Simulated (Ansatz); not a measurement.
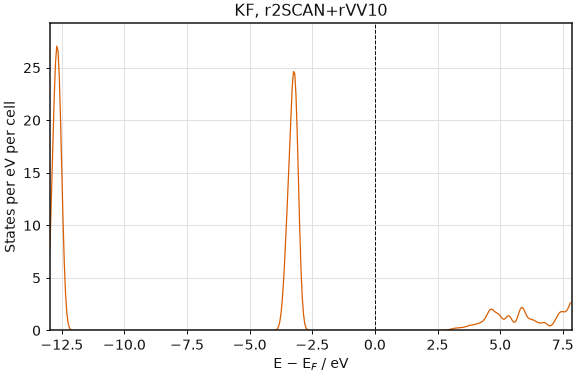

Density of states. Energies are counted from the Fermi level. The curve is built from the levels of the k mesh with Gaussians 0.3 eV wide, which also blur the band edges.

System: KF, space group P6_3/mmc (No. 194), 4 atoms in the cell, wurtzite type; a = 4.46 Å, b = 4.46 Å, c = 5.25 Å, α = 90.00°, β = 90.00°, γ = 120.00°.

Level of theory: DFT, r2SCAN+rVV10, plane waves, PAW, no spin polarisation, 12×12×6 k mesh, 500 eV cutoff; code Ansatz.

Metal or insulator, going by the density of states?

Answer. There is a gap; over the k points computed it is 5.85 eV (direct among those points).

How wide is the upper valence band?

Answer. The upper group of valence states starts about 0.6 eV under the valence-band top (which lies at −3.0 eV on this axis), with a gap beneath it; it holds about 12 electrons a cell.
